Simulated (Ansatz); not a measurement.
C

Input

```
crystal:
  lattice:
    - [-3.2366802674, 3.2366802674, 1.808566754]
    - [3.2366802674, -3.2366802674, 1.808566754]
    - [3.2366802674, 3.2366802674, -1.808566754]
  atoms:
    - { symbol: C, position: [0.0, 0.0, 0.0] }
    - { symbol: C, position: [0.75, 0.25, 0.5] }
    - { symbol: C, position: [0.25, 0.75, 0.5] }
    - { symbol: C, position: [0.5, 0.5, 0.0] }
    - { symbol: C, position: [0.3927735615, 0.3927735615, 0.2855471231] }
    - { symbol: C, position: [0.1072264385, 0.1072264385, 0.7144528769] }
    - { symbol: C, position: [0.1427735615, 0.3572264385, 0.5] }
    - { symbol: C, position: [0.8572264385, 0.6427735615, 0.5] }
    - { symbol: C, position: [0.3572264385, 0.8572264385, 0.2144528769] }
    - { symbol: C, position: [0.6427735615, 0.1427735615, 0.7855471231] }
    - { symbol: C, position: [0.6072264385, 0.8927735615, 0.0] }
    - { symbol: C, position: [0.8927735615, 0.6072264385, 0.0] }
basis:
  ecutwfc: 420
kpoints:
  mp_grid: { grid: [12, 12, 12] }
hamiltonian:
  xc: pbe
scf:
  occupations: { method: gaussian, width: 0.02 }
output:
  forces: true
  stress: true
  eigenvalues: true
  write_density: true
  write_potential: true
  elf: true
  volumetric_format: npy
relax:
  adjacent_minimum: "off"
  f_tol: 0.01
  max_steps: 80
  cell: { stress_tol: 0.05 }
```

Command:

```sh
ansatz run input.yaml --threads 1 --pin off --max-ram 2560MiB --backend cpu --events-out ev --progress --plain --runs-dir out
```

Below, planes, directions and counts refer to the conventional cell (a = 6.47 Å, b = 6.47 Å, c = 3.62 Å, α = 90.00°, β = 90.00°, γ = 90.00°).

The fields are those of the relaxed geometry.

Space group I4₁/acd; a structure generated by program, which may or may not match a known phase.

Theory: DFT PBE, scalar-relativistic, plane waves, PAW in Ansatz.

Core electrons are frozen (PAW), and the valence fields are smoothed inside the atomic spheres.

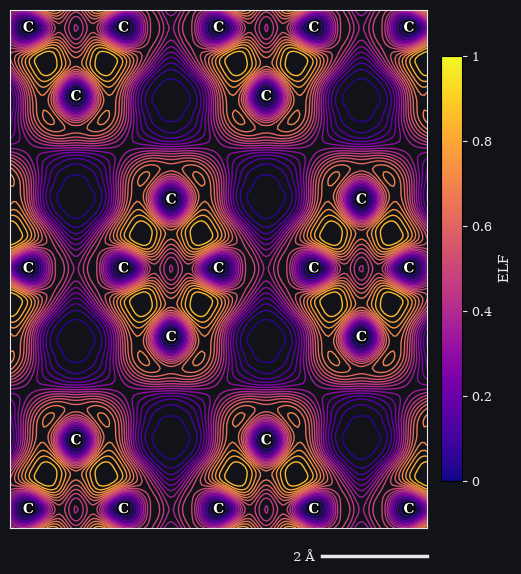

Figure 1. Electron localisation function on the (110) plane of the conventional cell.

### Read the bonding off the picture.

- The plane passes through C nuclei.
- C–C (1.59 Å): the ELF peaks at about 0.90 between the atoms (a shared electron pair).

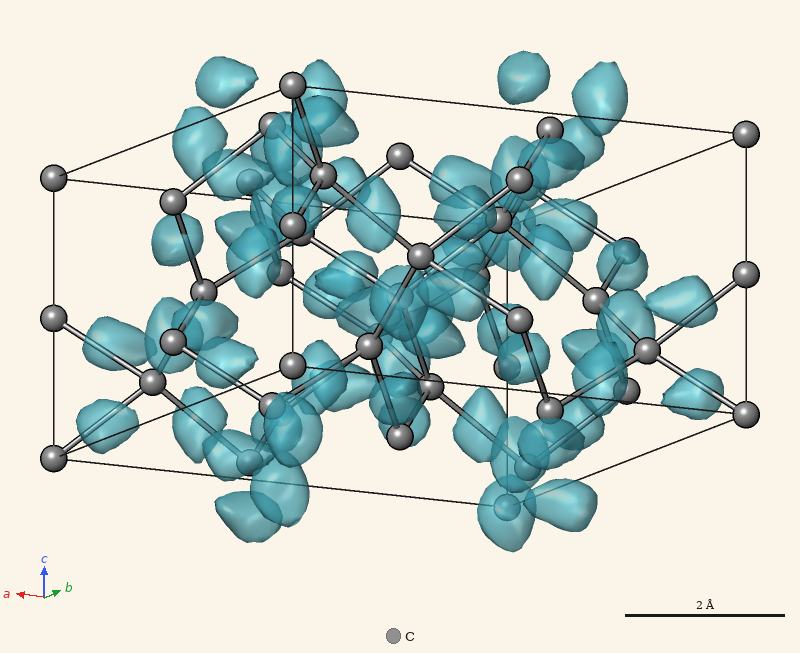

Figure 2. Isosurface of the electron localisation function at 0.8 (cyan), seen at an oblique angle. Core shells and regions of very low density are left out. Sticks mark near contacts.

### What do the ELF domains correspond to?

The surface consists of 48 regions between bonded C–C atoms (shared pairs), counted in one cell of 24 atoms. Any copies at cell faces, edges or corners count once. Profiles from the grid: C–C (1.66 Å): the ELF peaks at about 0.90 between the atoms, as expected for localised, covalent bonding.

### Metal or insulator at this level of theory?

It is gapped, with a Kohn–Sham gap of 0.48 eV on the k-point mesh (the band edges may lie off the mesh, which would make the gap smaller).
